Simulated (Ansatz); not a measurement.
**A series of single points on Si**

System: Si (1 atom in the cell).
Method: DFT PBE+D3(BJ), scalar-relativistic, plane waves, PAW, no spin polarisation (Ansatz 0.2.0).

The 8 runs differ only in the geometry, by a strain of the cell at fixed fractional positions. Against run 5, the strain is εxx = −0.03 η, εxy = η and εyy = −0.03 η. The structure derives from a Materials Project entry.

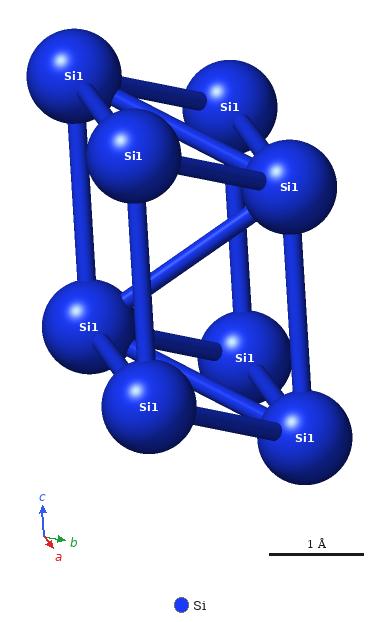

Figure 1. The structure of run 5 (ball-and-stick view of the cell of the calculation, seen slightly off an axis; atoms are numbered from 1 in the order of the input).

## Input of run 5
```yaml
crystal:
  lattice:
    - [-1.5740520467, 1.5740520467, 1.3095711304]
    - [1.5740520467, -1.5740520467, 1.3095711304]
    - [1.6650714159, 1.6650714159, -1.3095711304]
  atoms:
    - { symbol: Si, position: [0.0, 0.0, 0.0] }
basis:
  ecutwfc: 420
kpoints:
  mp_grid: { grid: [30, 30, 30] }
hamiltonian:
  xc: pbe
  dispersion: d3bj
scf:
  occupations: { method: gaussian, width: 0.15 }
output:
  forces: true
  stress: true
  eigenvalues: true
```

Run 3 differs from it as follows:
```diff
-    - [-1.5740520467, 1.5740520467, 1.3095711304]
-    - [1.5740520467, -1.5740520467, 1.3095711304]
-    - [1.6650714159, 1.6650714159, -1.3095711304]
+    - [-1.6044188291, 1.6044188291, 1.3095711304]
+    - [1.6044188291, -1.6044188291, 1.3095711304]
+    - [1.6347046335, 1.6347046335, -1.3095711304]
```

## Results, with one run withheld

| run | strain parameter η (%) | free energy per atom, from the lowest run given (meV) | pressure (GPa) |
| --- | --- | --- | --- |
| 1 | −10.3181 | 55.34 | 3.03 |
| 2 | −6.5652 | 10.85 | 0.70 |
| 3 | −1.8765 | ? | ? |
| 4 | −0.9357 | 0.00 | 0.13 |
| 5 | 0.0000 | 4.78 | 0.37 |
| 6 | 1.8765 | 18.38 | 1.13 |
| 7 | 2.8172 | 28.40 | 1.66 |
| 8 | 3.7530 | 40.75 | 2.31 |

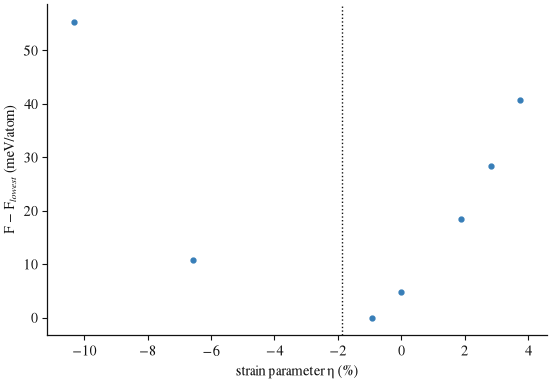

Figure 2. Free energy per atom of the runs given; the dotted line marks run 3.

Estimate the energy of run 3 from the others.

A cubic polynomial in the coordinate, fitted to the 7 runs given, misses them by at most 0.44 meV per atom. With x = η + 1.3389, it reads F = −1.4915 + 3.0256 x + 1.028 x² − 0.0014797 x³ (meV per atom). At run 3 it gives −2.82 meV per atom, and the run itself gives −3.18. The fit has its minimum at η = −2.8058 %.

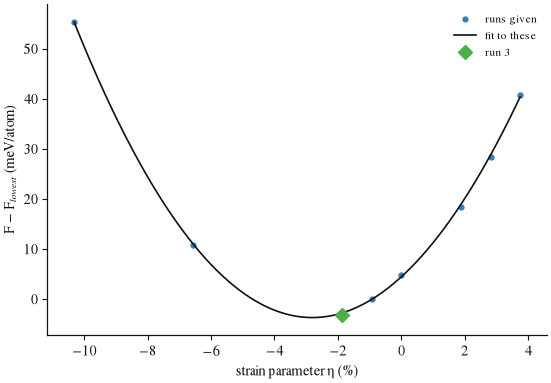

Figure 3. The fit and the withheld run.

## Output, shortened to warnings, some set-up lines, iterations and results (run 3)
```
Basis set: ecut = 420 eV, 273 PW (Γ), exchange–correlation on 36×36×36 points (8 copies of the dense FFT grid, shifted against one another)
Symmetry: 8 space group operations
k-points: 3736 of 27000
Initial density: superposition of atomic densities (neutral atoms: chi_scale 0, normalization atom), corrected by the library's trained network
[...]
SCF iter   1: F=—  HF=-635.770658 eV  |F-HF|=—  |Δ(HF+E_count)|=         —  Δρ=1.69e-3  dr2=2.05e-4  ethr=1.77e-3  ⟨swp⟩=4.9  Hψ=209606  notcnv=0
SCF iter   2: F=—  HF=-635.770745 eV  |F-HF|=—  |Δ(HF+E_count)|=   8.67e-5  Δρ=8.54e-4  dr2=5.03e-5  ethr=5.12e-6  ⟨swp⟩=1.9  Hψ=55772  notcnv=0
SCF iter   3: F=—  HF=-635.770782 eV  |F-HF|=—  |Δ(HF+E_count)|=   3.66e-5  Δρ=6.88e-5  dr2=5.63e-7  ethr=1.26e-6  ⟨swp⟩=2.0  Hψ=29095  notcnv=0
SCF iter   4: F=-635.770781 eV  HF=-635.770781 eV  |F-HF|=6.26e-10  |Δ(HF+E_count)|=   2.07e-7  Δρ=2.53e-5  dr2=5.41e-8  ethr=1.41e-8  ⟨swp⟩=1.0  Hψ=21699  notcnv=0
SCF iter   5: F=-635.770781 eV  HF=-635.770781 eV  |F-HF|=1.95e-10  |Δ(HF+E_count)|=   3.77e-9  Δρ=1.98e-6  dr2=4.55e-10  ethr=1.35e-9  ⟨swp⟩=2.0  Hψ=29166  notcnv=0
SCF iter   6: F=-635.770781 eV  HF=-635.770781 eV  |F-HF|=9.44e-12  |Δ(HF+E_count)|=  1.71e-10  Δρ=4.58e-7  dr2=2.37e-11  ethr=1.14e-11  ⟨swp⟩=1.4  Hψ=63489  notcnv=0
SCF 1 converged in 6 iterations: F = -635.770781 eV  dr2 = 2.37e-11
SCF converged after 6 iterations
Free energy (F): -635.770781 eV
Harris-Foulkes:  -635.770781 eV  (|F-HF|=9.44e-12)
Internal energy: -635.766345 eV  (E = F + TS)
E sigma→0 (E₀):  -635.768563 eV
Entropy (-TS):   -0.004436 eV (-4.436 meV/atom)
Fermi energy:    11.394386 eV
--- Per-component energies (eV) ---
  E_band       = 22.064688
  E_kinetic    = 42.285404
  E_local      = 3.962988  (includes V_loc(G=0)·N_el)
  E_nonlocal   = 25.397748
  E_hartree    = 0.457143
  E_xc         = -56.499544
  E_vxc        = -48.486452  (∫ρ·V_xc dr)
  E_paw        = -512.267987  (= ΣΔE_a)
  E_vpaw       = -2.009296  (= ΣTr[D̂ρ^β])
  E_aug_tail   = 0.000006  (compensation charges beyond the density's cutoff)
  E_ewald      = -138.649569
  E_disp       = -0.452535  (pairwise vdW)
  E_smearing   = -0.004436  (= −TS)
  E_closure    = 0.000000  (closes the sum)
  Σ components = -635.770781   (vs F -635.770781, Δ=0.00e0)
--- Forces (eV/Å), atoms counted from 1 ---
  atom   1  Si    -0.00000000     0.00000000     0.00000000
  max |Σ_I F_I| component: 2.11e-35 eV/Å
--- Stress (GPa, compression-positive) ---
        0.058622      -1.393827       0.000000
       -1.393827       0.058622       0.000000
        0.000000       0.000000      -0.138975
  P = ⅓ Tr σ = -0.0072 GPa (-0.072 kbar)
```
